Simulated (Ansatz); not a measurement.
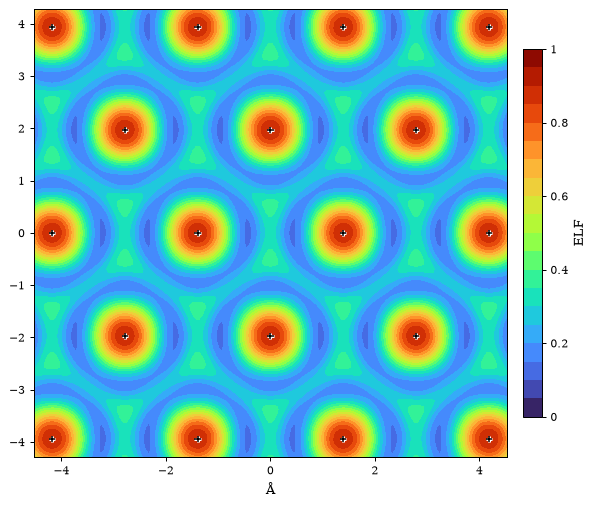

The electron localisation function on a plane through atoms (crosses mark nuclei in the plane).

Theory: DFT PBEsol, scalar-relativistic, plane waves, PAW in Ansatz 0.2.0.

Candidates:
A. Y, a = 4.98 Å, b = 4.98 Å, c = 4.98 Å, α = 90.00°, β = 90.00°, γ = 90.00°. Space group Fm-3m; computed without spin polarisation.
B. Fe, a = 2.79 Å, b = 2.79 Å, c = 2.79 Å, α = 90.00°, β = 90.00°, γ = 90.00°. Space group Im-3m; spin-polarised.
C. Ag, a = 2.85 Å, b = 2.85 Å, c = 4.09 Å, α = 90.00°, β = 90.00°, γ = 90.00°. Space group I4/mmm; changed on purpose from its base cell (strain -0.015 along x and y, +0.000 along z, atoms carried along); computed without spin polarisation.

Question: Which system is this?

Answer: Candidate B: Fe on the (11̄0) plane of the conventional cell, which holds Fe. Fe–Fe (2.41 Å): the ELF is about 0.25 at the midpoint (no shared electron pair shows on this line).
